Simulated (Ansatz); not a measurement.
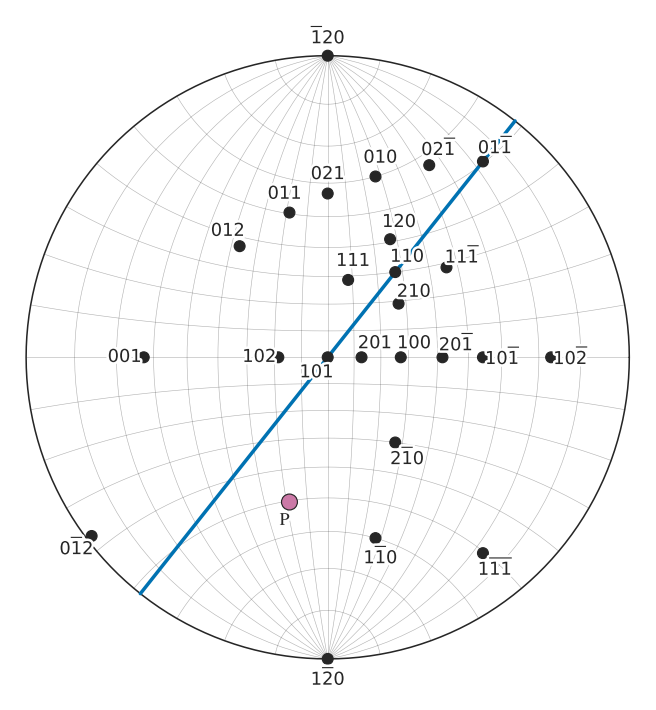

For TiS2, the input geometry of an electronic-structure calculation (not necessarily at equilibrium); the starting structure was generated, so it need not be a known form of this composition: stereographic projection of plane normals (upper hemisphere) centred on (1 0 1). All values are computed from the atomic coordinates in the standard setting (tolerance 0.002 Å).

a = 3.411 Å, b = 3.411 Å, c = 5.739 Å, α = 90.00°, β = 90.00°, γ = 120.00°.

Question: Index the pole marked P.

Answer: P is (1 −1 1), in four indices (1 −1 0 1), 52.8° from the centre.

Question: Which zone does the coloured great circle trace?

Answer: The zone [1 −1 −1]: its poles satisfy h − k − l = 0.

Question: What is the angle between the normals of (0 2 1) and (2 0 −1), and what are their d_hkl = 1/|g|?

Answer: 66.0°; d = 1.430 Å and 1.430 Å.
